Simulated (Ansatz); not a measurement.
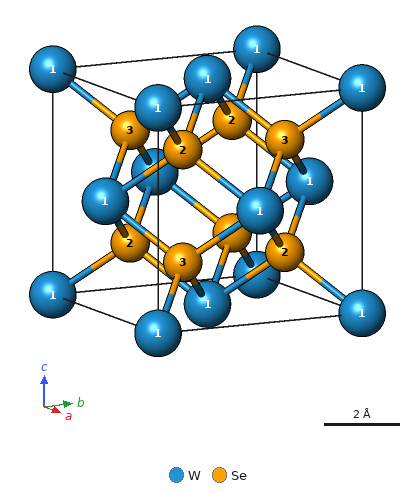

*The structure as given in the input (ball-and-stick view of the cell 4 times as large as that of the calculation, set on its symmetry axes, seen at an oblique angle; atoms are numbered from 1 in the order of the input).*

Band-structure calculation of WSe$_{2}$

System: WSe$_{2}$ (Fm-3m, 3 atoms in the cell).
Method: DFT, PBE, plane waves, PAW, no spin polarisation (Ansatz 0.2.0).

The structure was built on a prototype by a generator. The geometry comes from this level: r2SCAN. Figures and captions count atoms from 1; the log counts them from 0 in places.

What the program printed
```
scf.n_extra_bands = 4 over 23 filled bands (N_el = 46.0): the run solves 27 bands
Engine: ansatz 0.2.0, x86_64-unknown-linux-gnu
Pseudopotentials: kind: paw
Pseudopotential: W, paw, valence charge 14, recommended cutoff 420 eV (normal), W.paw.azcp
Pseudopotential: Se, paw, valence charge 16, recommended cutoff 420 eV (normal), Se.paw.azcp
Functional definition: PBE
  parameter kappa = 0.804
  parameter beta = 0.06672455060314922
  exchange = pbe_x(kappa = kappa, mu = beta*pi^2/3)
  correlation = pbe_c(beta = beta)
Crystal: 3 atoms, lattice volume = 59.150 Å³
Basis set: ecut = 420 eV, 1139 PW (Γ), exchange–correlation on 60×60×60 points (8 copies of the dense FFT grid, shifted against one another)
Bands: 27, of which v1, the nominal top of the filled ones, is band 23 counted from 1 (22 counted from 0)
Symmetry: 48 space group operations
Space group: Fm-3m (ITA 225), of the structure as read, at distance tolerance 3.9e-5 Å
k-points: 29 of 512
Non-local potential: W, projectors of the file, l = 0: 3, l = 1: 2, l = 2: 2, l = 3: 1
Non-local potential: Se, projectors of the file, l = 0: 2, l = 1: 2, l = 2: 3, l = 3: 1
PAW form: soft (Blöchl's): semilocal exchange-correlation on the pseudo side does not see the compensation charge
PAW one-centre angular grid: W, 590 points (default); XC on 64 Gauss nodes
PAW one-centre angular grid: Se, 590 points (default); XC on 64 Gauss nodes
Initial density: superposition of atomic densities (neutral atoms: chi_scale 0, normalization atom), corrected by the library's trained network
Initial wavefunctions: pseudopotential atomic-orbital guess
Functional: x = pbe(κ = 0.804, μ = 0.2195149727645171), c = pbe(β = 0.06672455060314922)
SCF iter   1: F=—  HF=-21322.253558 eV  |F-HF|=—  |Δ(HF+E_count)|=         —  Δρ=1.15e-2  dr2=1.17e-1  ethr=1.77e-3  ⟨swp⟩=6.1  Hψ=3312  notcnv=0
preconditioner: auto → LDOS  [insulator: Δε(μ)=0.094 eV  Ē_g=7.879 eV  σ=0.020 eV  W_gap=0.82  n_scr=14 (ndim 8)  ℏωp=20.5 eV  f_vac=0.054  D(μ)=1.76/eV (n_scr^D=14)  ε∞_Penn≈7.8  β→1.0]
SCF iter   2: F=—  HF=-21322.253598 eV  |F-HF|=—  |Δ(HF+E_count)|=   4.01e-5  Δρ=1.01e-2  dr2=1.17e-1  ethr=2.54e-4  ⟨swp⟩=2.3  Hψ=1256  notcnv=0
SCF iter   3: F=—  HF=-21322.239280 eV  |F-HF|=—  |Δ(HF+E_count)|=   1.43e-2  Δρ=2.63e-3  dr2=6.79e-3  ethr=2.54e-4  ⟨swp⟩=2.0  Hψ=1077  notcnv=0
SCF iter   4: F=—  HF=-21322.238544 eV  |F-HF|=—  |Δ(HF+E_count)|=   7.36e-4  Δρ=3.56e-4  dr2=7.82e-5  ethr=1.48e-5  ⟨swp⟩=2.7  Hψ=1412  notcnv=0
SCF iter   5: F=—  HF=-21322.238552 eV  |F-HF|=—  |Δ(HF+E_count)|=   7.19e-6  Δρ=8.96e-5  dr2=2.19e-6  ethr=1.70e-7  ⟨swp⟩=2.0  Hψ=1418  notcnv=0
SCF iter   6: F=—  HF=-21322.238557 eV  |F-HF|=—  |Δ(HF+E_count)|=   5.43e-6  Δρ=2.40e-5  dr2=2.37e-7  ethr=4.77e-9  ⟨swp⟩=2.0  Hψ=1045  notcnv=0
SCF iter   7: F=-21322.238558 eV  HF=-21322.238558 eV  |F-HF|=4.72e-9  |Δ(HF+E_count)|=   5.58e-7  Δρ=3.04e-6  dr2=8.59e-9  ethr=2.17e-10  ⟨swp⟩=5.8  Hψ=3077  notcnv=0
SCF 1 converged in 7 iterations: F = -21322.238558 eV  dr2 = 8.59e-9
  greatest PAW one-centre occupation: 1.000 electrons in one spin orbital (limit 2), on the Se atom at site 2 (counted from 0), in its partial waves of l = 2
```

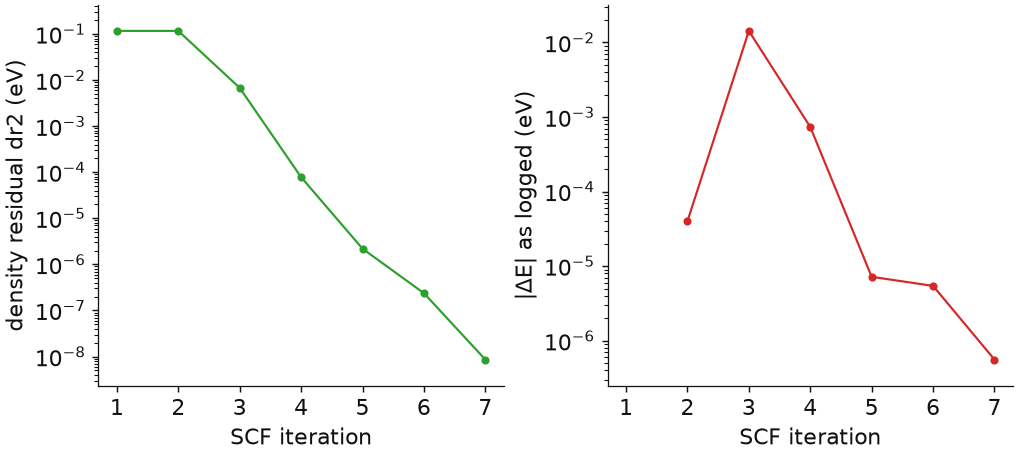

*Convergence of the self-consistent field: density residual dr2 and size of the energy change against the SCF iteration.*

The residual falls almost steadily, with no more than small rises.

```
NSCF: frozen V_eff on 62 k-points
SCF converged after 7 iterations
Free energy (F): -21322.238558 eV
Harris-Foulkes:  -21322.238558 eV  (|F-HF|=4.72e-9)
Internal energy: -21322.231969 eV  (E = F + TS)
E sigma→0 (E₀):  -21322.235263 eV
Entropy (-TS):   -0.006589 eV (-2.196 meV/atom)
Fermi energy:    13.704538 eV
--- Per-component energies (eV) ---
  E_band       = -812.825404
  E_kinetic    = 687.586292
  E_local      = -5204.470995  (includes V_loc(G=0)·N_el)
  E_nonlocal   = -1186.870861
  E_hartree    = 2508.114518
  E_xc         = -474.778728
  E_vxc        = -434.650787  (∫ρ·V_xc dr)
  E_paw        = -12387.169385  (= ΣΔE_a)
  E_vpaw       = 309.350432  (= ΣTr[D̂ρ^β])
  E_aug_tail   = -0.001231  (compensation charges beyond the density's cutoff)
  E_ewald      = -5264.641578
  E_smearing   = -0.006589  (= −TS)
  E_closure    = 0.000000  (closes the sum)
  Σ components = -21322.238558   (vs F -21322.238558, Δ=0.00e0)
--- Forces (eV/Å), atoms counted from 1 ---
  atom   1  W     -0.00000000     0.00000000    -0.00000000
  atom   2  Se    -0.00000000     0.00000000    -0.00000000
  atom   3  Se     0.00000000     0.00000000     0.00000000
  max |Σ_I F_I| component: 1.62e-17 eV/Å
--- Stress (GPa, compression-positive) ---
        0.595890       0.000000       0.000000
       -0.000000       0.595890       0.000000
       -0.000000       0.000000       0.595890
  P = ⅓ Tr σ = 0.5959 GPa (5.959 kbar)
--- Band table (eV; the first three rows and the last of 29) ---
  k-point 0: bands = ["-60.3159", "-34.5386", "-34.5386", "-34.5373", "-34.5373", "-34.5373", "-34.5319", "-34.5319", "-34.5319", "-34.5248", "-34.5248", "-24.5631", "-24.5631", "-24.5631", "-1.9815", "2.2473", "7.8716", "7.8716", "7.8716", "12.9027", "12.9027", "13.2240", "13.2240", "13.2240", "17.8758", "18.0283", "18.0283"]
  k-point 1: bands = ["-60.3159", "-34.5381", "-34.5381", "-34.5371", "-34.5371", "-34.5369", "-34.5321", "-34.5321", "-34.5321", "-34.5253", "-34.5253", "-24.5659", "-24.5636", "-24.5636", "-1.8345", "1.9743", "7.9806", "7.9806", "8.3043", "12.1118", "12.1118", "12.4525", "13.8755", "13.8755", "16.4612", "17.4294", "17.4294"]
  k-point 2: bands = ["-60.3158", "-34.5367", "-34.5367", "-34.5364", "-34.5364", "-34.5360", "-34.5327", "-34.5326", "-34.5326", "-34.5268", "-34.5268", "-24.5724", "-24.5646", "-24.5646", "-1.4210", "1.3625", "8.2714", "8.2714", "9.2539", "11.0417", "11.3430", "11.3430", "14.0028", "14.0028", "15.4374", "17.3853", "17.3853"]
  k-point 28: bands = ["-60.3157", "-34.5358", "-34.5355", "-34.5355", "-34.5352", "-34.5343", "-34.5343", "-34.5330", "-34.5327", "-34.5279", "-34.5279", "-24.5760", "-24.5760", "-24.5699", "0.1614", "0.1614", "6.6846", "7.3953", "9.9972", "9.9972", "11.4748", "13.4838", "14.1297", "14.5351", "15.6967", "15.6967", "17.9956"]
```

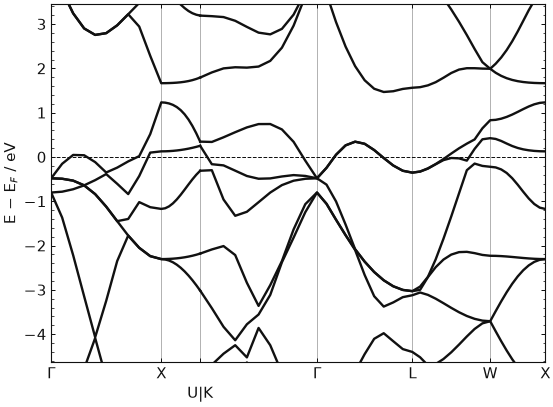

*Band structure along Γ–X–U|K–Γ–L–W–X, with energies from the Fermi level.*

Bands cross the Fermi level: a metal at this level of theory.

The run was set up as follows.

Input
```yaml
crystal:
  lattice:
    - [0.0, 3.0924832574, 3.0924832574]
    - [3.0924832574, 0.0, 3.0924832574]
    - [3.0924832574, 3.0924832574, 0.0]
  atoms:
    - { symbol: W, position: [0.0, 0.0, 0.0] }
    - { symbol: Se, position: [0.25, 0.25, 0.25] }
    - { symbol: Se, position: [0.75, 0.75, 0.75] }
kpoints:
  mp_grid: { grid: [8, 8, 8] }
  band_path:
    path:
      - [[0.0, 0.0, 0.0], [0.5, 0.0, 0.5], [0.625, 0.25, 0.625]]
      - [[0.375, 0.375, 0.75], [0.0, 0.0, 0.0], [0.5, 0.5, 0.5], [0.5, 0.25, 0.75], [0.5, 0.0, 0.5]]
    npoints: 10
hamiltonian:
  xc: pbe
scf:
  occupations: { method: fermi_dirac, width: 0.02 }
  n_extra_bands: 4
output:
  forces: true
  stress: true
  eigenvalues: true
```

Results in brief

- outcome: converged
- space group (tolerance 0.01 Å): Fm-3m (225)
- electrons treated: 46
- free energy: −21322.2386 eV
- Fermi energy: 13.705 eV
- band gap: none (metallic)
- pressure: 0.60 GPa
- largest force (length of the vector): under 0.001 eV/Å
- hardware: 2 threads of an x86-64 CPU, shared host
- wall time: 1.5 s (CPU time 2.6 s)
- peak memory: 0.42 GiB

Notes

Spin–orbit coupling is left out, which matters for W.
